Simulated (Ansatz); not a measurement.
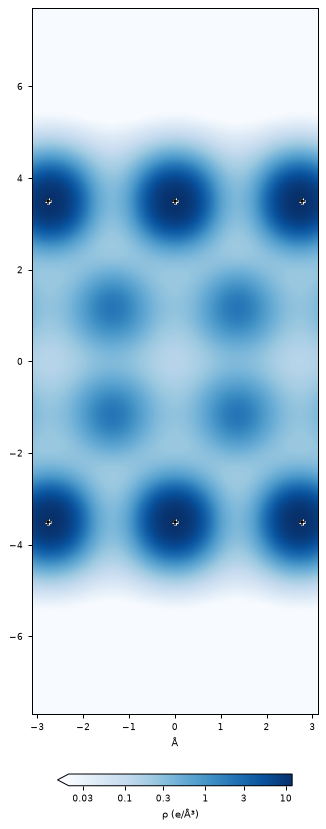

The valence electron density on a plane through atoms (crosses mark nuclei in the plane).

All numbers below come from Ansatz 0.2.0, DFT PBE, scalar-relativistic, plane waves, PAW.

Candidates:
A. Pt (slab), a = 2.77 Å, b = 2.77 Å, c = 22.79 Å, α = 90.00°, β = 90.00°, γ = 60.00°. 
B. Cu (slab), a = 5.11 Å, b = 5.11 Å, c = 24.26 Å, α = 90.00°, β = 90.00°, γ = 60.00°. Computed without spin polarisation.

**Which candidate gave the map?**

Candidate A: Pt on the (010) plane of the calculation cell, a cut from vacuum to vacuum, which holds Pt. Pt–Pt (2.77 Å): ρ at the midpoint is about 0.37 e/Å³.
